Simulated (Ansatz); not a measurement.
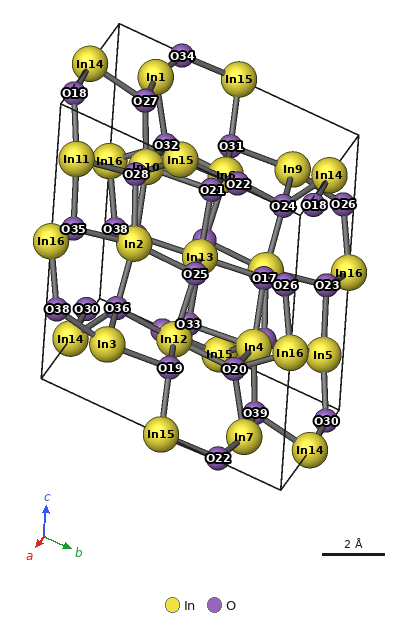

The input geometry (ball-and-stick view of the cell of the calculation, seen slightly off an axis; atoms are numbered from 1 in the order of the input). Near neighbours in the crystal (not all of them lie inside the picture): In has 6 O at 2.16 to 2.25 Å; O has 4 In at 2.16 to 2.25 Å.

## Run report: In2O3, band-structure calculation (part 1 of 2)

- system: In2O3 (Ia-3, 40 atoms in the cell)
- method: DFT r2SCAN, scalar-relativistic, plane waves, PAW, PAW set soft_1, no spin polarisation (Ansatz 0.2.0)

The structure derives from an entry of the Crystallography Open Database. Figures and captions count atoms from 1; the log counts them from 0 in places.

The input:
```yaml
crystal:
  lattice:
    - [-5.1444601638, 5.1444601638, 5.1444601638]
    - [5.1444601638, -5.1444601638, 5.1444601638]
    - [5.1444601638, 5.1444601638, -5.1444601638]
  atoms:
    - { symbol: In, position: [0.25, 0.2161730453, 0.9661730453] }
    - { symbol: In, position: [0.75, 0.2838269547, 0.5338269547] }
    - { symbol: In, position: [0.9661730453, 0.25, 0.2161730453] }
    - { symbol: In, position: [0.5338269547, 0.75, 0.2838269547] }
    - { symbol: In, position: [0.2161730453, 0.9661730453, 0.25] }
    - { symbol: In, position: [0.2838269547, 0.5338269547, 0.75] }
    - { symbol: In, position: [0.75, 0.7838269547, 0.0338269547] }
    - { symbol: In, position: [0.25, 0.7161730453, 0.4661730453] }
    - { symbol: In, position: [0.0338269547, 0.75, 0.7838269547] }
    - { symbol: In, position: [0.4661730453, 0.25, 0.7161730453] }
    - { symbol: In, position: [0.7838269547, 0.0338269547, 0.75] }
    - { symbol: In, position: [0.7161730453, 0.4661730453, 0.25] }
    - { symbol: In, position: [0.5, 0.5, 0.5] }
    - { symbol: In, position: [0.5, 0.0, 0.0] }
    - { symbol: In, position: [0.0, 0.5, 0.0] }
    - { symbol: In, position: [0.0, 0.0, 0.5] }
    - { symbol: O, position: [0.5368797685, 0.7721189179, 0.5441936117] }
    - { symbol: O, position: [0.7279253062, 0.9926861568, 0.9558063883] }
    - { symbol: O, position: [0.9631202315, 0.5073138432, 0.2352391494] }
    - { symbol: O, position: [0.7720746938, 0.7278810821, 0.2647608506] }
    - { symbol: O, position: [0.5441936117, 0.5368797685, 0.7721189179] }
    - { symbol: O, position: [0.9558063883, 0.7279253062, 0.9926861568] }
    - { symbol: O, position: [0.2352391494, 0.9631202315, 0.5073138432] }
    - { symbol: O, position: [0.2647608506, 0.7720746938, 0.7278810821] }
    - { symbol: O, position: [0.7721189179, 0.5441936117, 0.5368797685] }
    - { symbol: O, position: [0.9926861568, 0.9558063883, 0.7279253062] }
    - { symbol: O, position: [0.5073138432, 0.2352391494, 0.9631202315] }
    - { symbol: O, position: [0.7278810821, 0.2647608506, 0.7720746938] }
    - { symbol: O, position: [0.4631202315, 0.2278810821, 0.4558063883] }
    - { symbol: O, position: [0.2720746938, 0.0073138432, 0.0441936117] }
    - { symbol: O, position: [0.0368797685, 0.4926861568, 0.7647608506] }
    - { symbol: O, position: [0.2279253062, 0.2721189179, 0.7352391494] }
    - { symbol: O, position: [0.4558063883, 0.4631202315, 0.2278810821] }
    - { symbol: O, position: [0.0441936117, 0.2720746938, 0.0073138432] }
    - { symbol: O, position: [0.7647608506, 0.0368797685, 0.4926861568] }
    - { symbol: O, position: [0.7352391494, 0.2279253062, 0.2721189179] }
    - { symbol: O, position: [0.2278810821, 0.4558063883, 0.4631202315] }
    - { symbol: O, position: [0.0073138432, 0.0441936117, 0.2720746938] }
    - { symbol: O, position: [0.4926861568, 0.7647608506, 0.0368797685] }
    - { symbol: O, position: [0.2721189179, 0.7352391494, 0.2279253062] }
basis:
  ecutwfc: 500
kpoints:
  mp_grid: { grid: [4, 4, 4] }
  band_path:
    path:
      - [[0.0, 0.0, 0.0], [0.5, -0.5, 0.5], [0.0, 0.0, 0.5], [0.0, 0.0, 0.0], [0.25, 0.25, 0.25], [0.5, -0.5, 0.5]]
      - [[0.25, 0.25, 0.25], [0.0, 0.0, 0.5]]
    npoints: 10
hamiltonian:
  xc: r2scan
  pseudopotentials: { azcp: { folder: soft_1 } }
scf:
  occupations: { method: gaussian, width: 0.02 }
  n_extra_bands: 100
output:
  forces: true
  stress: true
  eigenvalues: true
  populations: true
  dos: { projected: true, de: 0.02, nscf_kmesh: { grid: [6, 6, 6] } }
  bader: false
```

Run as:
```bash
ansatz run input.yaml --threads 8 --pin off --max-ram 22528MiB --backend cpu --events-out ev --progress --plain --runs-dir out
```

Log:
```
scf.n_extra_bands = 100 over 176 filled bands (N_el = 352.0): the run solves 276 bands
Engine: ansatz 0.2.0, x86_64-unknown-linux-gnu
Pseudopotentials: kind: paw
Pseudopotential: In, paw, valence charge 13, recommended cutoff 500 eV (meta_gga), [file]
Pseudopotential: O, paw, valence charge 6, recommended cutoff 500 eV (meta_gga), [file]
Functional definition: r2SCAN
  parameter k0 = 0.174
  parameter k1 = 0.065
  parameter a1 = 4.9479
  exchange = r2scan_x(k0 = k0, k1 = k1, a1 = a1)
  correlation = r2scan_c
Crystal: 40 atoms, lattice volume = 544.602 Å³
Basis set: ecut = 500 eV, 13811 PW (Γ), exchange–correlation on 288×288×288 points (64 copies of the dense FFT grid, shifted against one another)
Bands: 276, of which v1, the nominal top of the filled ones, is band 176 counted from 1 (175 counted from 0)
Symmetry: 24 space group operations
Space group: Ia-3 (ITA 206), of the structure as read, at distance tolerance 8.2e-5 Å
k-points: 8 of 64
Non-local potential: In, projectors of the file, l = 0: 2, l = 1: 2, l = 2: 2, l = 3: 1
Non-local potential: O, projectors of the file, l = 0: 2, l = 1: 2, l = 2: 1
PAW form: soft (Blöchl's): semilocal exchange-correlation on the pseudo side does not see the compensation charge
PAW frozen core: In, regenerated for the run's functional (the file was generated under x = pbe(κ = 0.804, μ = 0.2195149727645171), c = pbe(β = 0.06672455060314922))
PAW frozen core: O, regenerated for the run's functional (the file was generated under x = pbe(κ = 0.804, μ = 0.2195149727645171), c = pbe(β = 0.06672455060314922))
PAW one-centre angular grid: In, 590 points (default); XC on 160 Gauss nodes
PAW one-centre angular grid: O, 302 points (default); XC on 160 Gauss nodes
Initial density: superposition of atomic densities (chi_scale 0.1, normalization cell, long waves kept (reshape's long-wave potential 0.01 eV rms))
Initial wavefunctions: pseudopotential atomic-orbital guess
Functional: x = r2scan, c = r2scan; τ floored in thin density (d = 2e-4 eV/Å³)
SCF iter   1: F=—  HF=-103450.442820 eV  |F-HF|=—  |Δ(HF+E_count)|=         —  Δρ=7.01e-2  dr2=2.04e1  dr2_τ=1.68e0  ethr=3.10e-3  ⟨swp⟩=5.8  Hψ=9332  notcnv=0  defer=325
preconditioner: auto → Resta (q_TF=auto, 2.537 Å⁻¹)  ε∞=2.9  [insulator: Δε(μ)=1.589 eV  Ē_g=21.491 eV  σ=0.020 eV  W_gap=1.00  n_scr=140 (ndim 8)  ℏωp=29.9 eV  f_vac=0.000  D(μ)=0.00/eV (n_scr^D=0)  ε∞_Penn≈2.9]
SCF iter   2: F=—  HF=-103447.499946 eV  |F-HF|=—  |Δ(HF+E_count)|=    2.94e0  Δρ=3.56e-2  dr2=4.66e0  dr2_τ=2.52e-1  ethr=3.10e-3  ⟨swp⟩=3.0  Hψ=3991  notcnv=0  defer=761
SCF iter   3: F=—  HF=-103447.283769 eV  |F-HF|=—  |Δ(HF+E_count)|=   2.16e-1  Δρ=8.20e-3  dr2=4.80e-1  dr2_τ=4.31e-2  ethr=1.32e-3  ⟨swp⟩=3.0  Hψ=2702  notcnv=0  defer=761
SCF iter   4: F=—  HF=-103447.219362 eV  |F-HF|=—  |Δ(HF+E_count)|=   6.44e-2  Δρ=3.57e-3  dr2=4.65e-2  dr2_τ=6.55e-3  ethr=1.36e-4  ⟨swp⟩=2.0  Hψ=2888  notcnv=0  defer=761
SCF iter   5: F=—  HF=-103447.221575 eV  |F-HF|=—  |Δ(HF+E_count)|=   2.21e-3  Δρ=8.73e-4  dr2=3.91e-3  dr2_τ=1.49e-4  ethr=1.32e-5  ⟨swp⟩=2.0  Hψ=2062  notcnv=0  defer=761
SCF iter   6: F=—  HF=-103447.222917 eV  |F-HF|=—  |Δ(HF+E_count)|=   1.34e-3  Δρ=1.26e-4  dr2=8.56e-5  dr2_τ=6.22e-6  ethr=1.11e-6  ⟨swp⟩=2.9  Hψ=2890  notcnv=0  defer=761
SCF iter   7: F=—  HF=-103447.223391 eV  |F-HF|=—  |Δ(HF+E_count)|=   4.75e-4  Δρ=2.30e-5  dr2=2.78e-6  dr2_τ=1.36e-7  ethr=2.43e-8  ⟨swp⟩=2.1  Hψ=2888  notcnv=0  defer=761
SCF iter   8: F=-103447.223392 eV  HF=-103447.223392 eV  |F-HF|=1.98e-9  |Δ(HF+E_count)|=   6.36e-7  Δρ=2.65e-6  dr2=3.69e-8  dr2_τ=1.78e-9  ethr=2.84e-11  ⟨swp⟩=12.1  Hψ=15871  notcnv=0
SCF 1 converged in 8 iterations: F = -103447.223392 eV  dr2 = 3.69e-8
  greatest PAW one-centre occupation: 0.990 electrons in one spin orbital (limit 2), on the In atom at site 12 (counted from 0), in its partial waves of l = 2
```

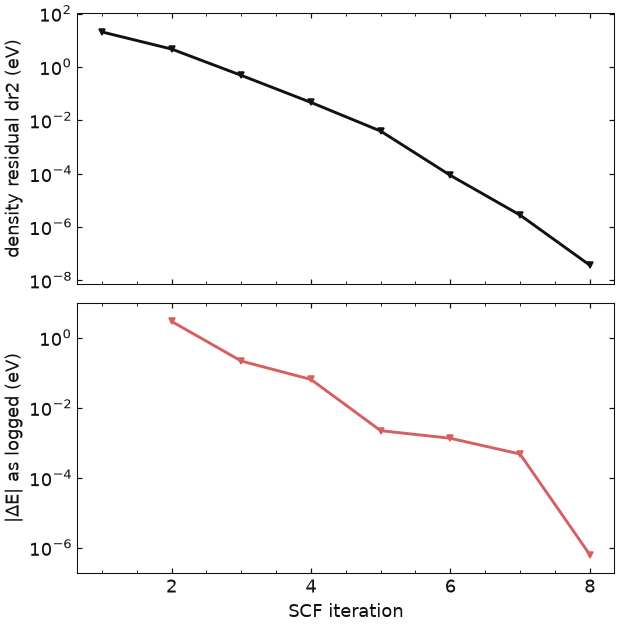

Convergence of the self-consistent field: density residual dr2 and size of the energy change against the SCF iteration. The residual falls at every step.

```
NSCF: frozen V_eff on 62 k-points
NSCF: frozen V_eff on 18 k-points
SCF converged after 8 iterations
Free energy (F): -103447.223392 eV
Harris-Foulkes:  -103447.223392 eV  (|F-HF|=1.98e-9)
Internal energy: -103447.223392 eV  (E = F + TS)
E sigma→0 (E₀):  -103447.223392 eV
Fermi energy:    8.452863 eV
--- Per-component energies (eV) ---
  E_band       = -408.733176
  E_kinetic    = 7572.548168
  E_local      = -23988.723772  (includes V_loc(G=0)·N_el)
  E_nonlocal   = 6524.749628
  E_hartree    = 9461.368768
  E_xc         = -3771.984316
  E_vxc        = -3912.120110  (∫ρ·V_xc dr)
  E_paw        = -71802.571537  (= ΣΔE_a)
  E_vpaw       = -5781.297655  (= ΣTr[D̂ρ^β])
  E_aug_tail   = 0.006856  (compensation charges beyond the density's cutoff)
  E_vtau       = 253.355434  (kinetic-family band-sum trace: ∫τ·v_τ [+ j·A + Jᵃ·Aᵃ] dr)
  E_ewald      = -27457.299392
  E_core_change = 14.682206  (= ΣΔE_core)
  E_smearing   = -0.000000  (= −TS)
  E_closure    = 0.000000  (closes the sum)
  Σ components = -103447.223392   (vs F -103447.223392, Δ=0.00e0)
--- Forces (eV/Å), atoms counted from 1 ---
  atom   1  In    -0.02098040     0.00000000    -0.00000000
  atom   2  In     0.02098040    -0.00000000    -0.00000000
  atom   3  In     0.00000000    -0.02098040    -0.00000000
  atom   4  In    -0.00000000     0.02098040    -0.00000000
  atom   5  In     0.00000000    -0.00000000    -0.02098040
  atom   6  In     0.00000000     0.00000000     0.02098040
  atom   7  In     0.02098040     0.00000000     0.00000000
  atom   8  In    -0.02098040    -0.00000000     0.00000000
  atom   9  In    -0.00000000     0.02098040     0.00000000
  atom  10  In     0.00000000    -0.02098040     0.00000000
  atom  11  In    -0.00000000    -0.00000000     0.02098040
  atom  12  In     0.00000000     0.00000000    -0.02098040
  atom  13  In     0.00000000    -0.00000000     0.00000000
  atom  14  In     0.00000000    -0.00000000    -0.00000000
  atom  15  In     0.00000000    -0.00000000    -0.00000000
  atom  16  In     0.00000000    -0.00000000     0.00000000
  atom  17  O     -0.04713971    -0.02580795     0.02063952
  atom  18  O      0.04713971     0.02580795     0.02063952
  atom  19  O     -0.04713971     0.02580795    -0.02063952
  atom  20  O      0.04713971    -0.02580795    -0.02063952
  atom  21  O      0.02063952    -0.04713971    -0.02580795
  atom  22  O      0.02063952     0.04713971     0.02580795
  atom  23  O     -0.02063952    -0.04713971     0.02580795
  atom  24  O     -0.02063952     0.04713971    -0.02580795
  atom  25  O     -0.02580795     0.02063952    -0.04713971
  atom  26  O      0.02580795     0.02063952     0.04713971
  atom  27  O      0.02580795    -0.02063952    -0.04713971
  atom  28  O     -0.02580795    -0.02063952     0.04713971
  atom  29  O      0.04713971     0.02580795    -0.02063952
  atom  30  O     -0.04713971    -0.02580795    -0.02063952
  atom  31  O      0.04713971    -0.02580795     0.02063952
  atom  32  O     -0.04713971     0.02580795     0.02063952
  atom  33  O     -0.02063952     0.04713971     0.02580795
  atom  34  O     -0.02063952    -0.04713971    -0.02580795
  atom  35  O      0.02063952     0.04713971    -0.02580795
  atom  36  O      0.02063952    -0.04713971     0.02580795
  atom  37  O      0.02580795    -0.02063952     0.04713971
  atom  38  O     -0.02580795    -0.02063952    -0.04713971
  atom  39  O     -0.02580795     0.02063952     0.04713971
  atom  40  O      0.02580795     0.02063952    -0.04713971
  max |Σ_I F_I| component: 3.47e-17 eV/Å
--- Stress (GPa, compression-positive) ---
       -6.000024      -0.000000      -0.000000
       -0.000000      -6.000024       0.000000
        0.000000       0.000000      -6.000024
  P = ⅓ Tr σ = -6.0000 GPa (-60.000 kbar)
--- Band table (eV; the first three rows and the last of 8) ---
  k-point 0: bands = ["-10.6796", "-10.1409", "-10.1409", "-10.0704", "-10.0704", "-10.0704", "-10.0169", "-10.0169", "-10.0169", "-9.9946", ... 66 levels left out ..., "-4.6113", "-4.6113", "-4.5924", "-4.5924", "-4.5924", "-4.5738", "-4.5738", "-4.5709", "-4.5267", "-4.4908", "-4.4908", "-4.4908", "-4.4649", "-4.4649", "-4.4649", "-4.4392", "-4.4392", "-4.4135", "-4.4135", "-4.4135", "-3.9927", "-3.9927", "-3.9927", "-3.9418", "-3.9418", "-3.6094", "-3.6094", "-3.6094", "2.6805",
      "2.7012", "2.7012", "3.1907", "3.1907", "3.3174", "3.3174", "3.3174", "3.5347", "3.5347", "3.5347", "3.6944", "3.6944", "3.6944", "3.9034", "4.1759", "4.1759", "4.1759", "4.5920", "4.5920", "4.5920", "4.8198", "4.8780", "4.8780", "4.8780", "4.9237", "4.9237", "4.9237", "5.3837", "5.6294", "5.6294", "5.6294", "5.6750", "5.6750", "6.0482", "6.0482", "6.0482", "6.0812", "6.0812", "6.0812", "6.1748",
      "6.1748", "6.1748", "6.2227", "6.2976", "6.2976", "6.3582", "6.3582", "6.3582", "6.6937", "6.6937", "7.0103", "7.0103", "7.0103", "7.0200", "7.0200", "7.0200", "7.3066", "7.3066", "7.3066", "7.4018", "7.4018", "7.4018", "7.4569", "7.4569", "7.4952", "7.5039", "7.5039", "7.5039", "7.7318", "7.7318", "7.7318", "9.1736", "13.5497", "13.5497", "13.5497", "13.6043", "13.6577", "13.6577", "13.6577", "13.7088",
      "13.7088", "13.8352", "13.8352", "13.8352", "14.5773", "14.5773", "14.6775", "14.8157", "14.8157", "14.8157", "15.2540", "15.7185", "15.7185", "15.7185", "16.2937", "16.2937", "16.2937", "17.0901", "17.0901", "17.0901", "17.3346", "17.7229", "17.7229", "17.8891", "17.8891", "18.5991", "18.5991", "18.5991", "18.9063", "18.9063", "18.9063", "18.9782", "18.9782", "18.9782", "19.5026", "19.5026", "19.5026", "19.6001", "19.7537", "19.7537",
      "19.7537", "19.8681", "20.2679", "20.2679", "20.2679", "20.4141", "20.5163", "20.5163", "20.8513", "20.8513", "20.8513", "21.2060", "21.2060", "21.2060", "21.2181", "21.2181", "21.2181", "21.3186", "21.3186", "21.7096", "21.7096", "21.7096", "22.5053", "22.5053", "22.5053", "22.6870", "23.2085", "23.2085", "23.2566", "23.2566", "23.2566", "23.3792", "23.3792", "23.3792", "24.1270", "24.1270", "24.1270", "24.8477", "24.8477", "24.8477",
      "24.9804", "25.1909", "25.1909", "25.7996", "25.7996", "25.9152", "25.9152", "25.9152", "26.1192", "26.1192", "26.1192"]
```
